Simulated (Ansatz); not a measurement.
**Mending a single-point calculation on Rh**

System: Rh (P6₃/mmc, 2 atoms in the cell).
Method of run A: DFT, PBE, plane waves, PAW (Ansatz 0.2.0).

The structure derives from a Materials Project entry. Text and figures count atoms from 1; the logs count them from 0 in places.

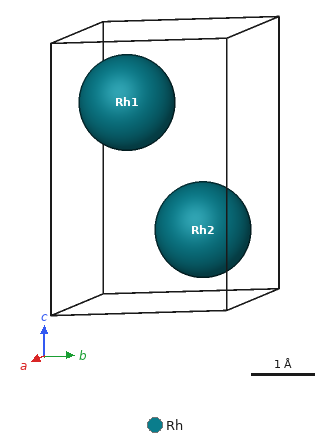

Figure 1. The structure as given in the input (spheres-only view of the cell of the calculation, seen slightly off an axis; atoms are numbered from 1 in the order of the input).

### Input file, run A
```yaml
crystal:
  lattice:
    - [2.8882764708, 0.0, 0.0]
    - [-1.4441382354, 2.5013207969, 0.0]
    - [0.0, 0.0, 4.3848426969]
  atoms:
    - { symbol: Rh, position: [0.6666666667, 0.3333333333, 0.75] }
    - { symbol: Rh, position: [0.3333333333, 0.6666666667, 0.25] }
basis:
  ecutwfc: "30 meV"
kpoints:
  mp_grid: { grid: [24, 24, 14] }
hamiltonian:
  xc: pbe
scf:
  occupations: { method: gaussian, width: 0.15 }
  max_iter: 50
output:
  forces: true
  eigenvalues: true
  stress: true
```

Command:
```bash
ansatz run input.yaml --threads 1 --pin off --max-ram 2560MiB --backend cpu --events-out ev --progress --plain --runs-dir out
```

Hardware: 1 thread of Intel Xeon Gold (Sapphire Rapids), 64 GiB of memory available, shared host.

### Output (run A)
```
Error: inconsistent input (basis.ecutwfc, kpoints): the smallest per-k basis holds n_pw = 0 plane waves (k-point 1, counted from 0 among those solved) but the deck needs at least 18 band(s) per channel, and no run solves more bands than the smallest per-k basis has plane waves; raise basis.ecutwfc until the smallest per-k basis, which caps the automatic band count, holds at least 18 plane waves
```

What went wrong, and how is the input to be mended?

Answer. This input holds a deliberate fault: a cutoff in the wrong unit (`basis.ecutwfc`). The program refused the input: “inconsistent input (basis.ecutwfc, kpoints): the smallest per-k basis holds n_pw = 0 plane waves (k-point 1, counted from 0 among those solved) but the deck needs at least 18 band(s) per channel, and no run solves more bands than the smallest per-k basis has plane waves …”

A run of the same system that converges differs from this input as follows (lines with − go, lines with + come):
```diff
-  ecutwfc: "30 meV"
+  ecutwfc: 420
-  max_iter: 50
```

### Output, shortened to warnings, some set-up lines, iterations and results (run B)
```
Basis set: ecut = 420 eV, 627 PW (Γ), exchange–correlation on 40×40×60 points (8 copies of the dense FFT grid, shifted against one another)
Symmetry: 24 space group operations
k-points: 488 of 8064
Initial density: superposition of atomic densities (neutral atoms: chi_scale 0, normalization atom), corrected by the library's trained network
[...]
SCF iter   1: F=—  HF=-12805.424640 eV  |F-HF|=—  |Δ(HF+E_count)|=         —  Δρ=5.83e-3  dr2=2.40e-3  ethr=1.77e-3  ⟨swp⟩=4.6  Hψ=38392  notcnv=0
SCF iter   2: F=—  HF=-12805.426617 eV  |F-HF|=—  |Δ(HF+E_count)|=   1.98e-3  Δρ=3.26e-3  dr2=8.38e-4  ethr=7.07e-6  ⟨swp⟩=2.0  Hψ=18600  notcnv=0
SCF iter   3: F=—  HF=-12805.427086 eV  |F-HF|=—  |Δ(HF+E_count)|=   4.69e-4  Δρ=5.81e-4  dr2=7.31e-5  ethr=2.46e-6  ⟨swp⟩=2.0  Hψ=14676  notcnv=0
SCF iter   4: F=—  HF=-12805.427080 eV  |F-HF|=—  |Δ(HF+E_count)|=   6.16e-6  Δρ=1.33e-4  dr2=1.17e-6  ethr=2.15e-7  ⟨swp⟩=2.1  Hψ=15320  notcnv=0
SCF iter   5: F=—  HF=-12805.427082 eV  |F-HF|=—  |Δ(HF+E_count)|=   1.80e-6  Δρ=4.50e-5  dr2=2.14e-7  ethr=3.44e-9  ⟨swp⟩=2.2  Hψ=14890  notcnv=0
SCF iter   6: F=-12805.427082 eV  HF=-12805.427082 eV  |F-HF|=1.82e-8  |Δ(HF+E_count)|=   1.51e-8  Δρ=9.58e-6  dr2=2.53e-8  ethr=2.94e-10  ⟨swp⟩=4.0  Hψ=33356  notcnv=0
SCF 1 converged in 6 iterations: F = -12805.427082 eV  dr2 = 2.53e-8
SCF converged after 6 iterations
Free energy (F): -12805.427082 eV
Harris-Foulkes:  -12805.427082 eV  (|F-HF|=1.82e-8)
Internal energy: -12805.377288 eV  (E = F + TS)
E sigma→0 (E₀):  -12805.402185 eV
Entropy (-TS):   -0.049794 eV (-24.897 meV/atom)
Fermi energy:    18.700352 eV
--- Per-component energies (eV) ---
  E_band       = -282.072008
  E_kinetic    = 1139.327582
  E_local      = -3479.386805  (includes V_loc(G=0)·N_el)
  E_nonlocal   = 710.116877
  E_hartree    = 1221.464600
  E_xc         = -440.562851
  E_vxc        = -552.695005  (∫ρ·V_xc dr)
  E_paw        = -7173.888191  (= ΣΔE_a)
  E_vpaw       = -542.376569  (= ΣTr[D̂ρ^β])
  E_aug_tail   = 0.001751  (compensation charges beyond the density's cutoff)
  E_ewald      = -4782.450251
  E_smearing   = -0.049794  (= −TS)
  E_closure    = 0.000000  (closes the sum)
  Σ components = -12805.427082   (vs F -12805.427082, Δ=0.00e0)
--- Forces (eV/Å), atoms counted from 1 ---
  atom   1  Rh    -0.00000000    -0.00000000     0.00000000
  atom   2  Rh     0.00000000     0.00000000     0.00000000
  max |Σ_I F_I| component: 0.00e0 eV/Å
--- Stress (GPa, compression-positive) ---
      -23.353272       0.000000       0.000000
       -0.000000     -23.353272       0.000000
        0.000000       0.000000     -15.752935
  P = ⅓ Tr σ = -20.8198 GPa (-208.198 kbar)
```

### The two runs side by side

```tsv
quantity	run A	run B
outcome	refused	converged
free energy per atom (eV)	–	−6402.7135
gap on the mesh (eV)	–	0.00
pressure (GPa)	–	−20.82
volume per atom (Å³)	–	15.84
largest force (eV/Å)	–	0.000
SCF iterations	–	6
irreducible k-points	–	488
plane waves at Γ	–	627
```

Notes on run B: The cell is under a tension of 21 GPa at this level, so it is not at its equilibrium volume.
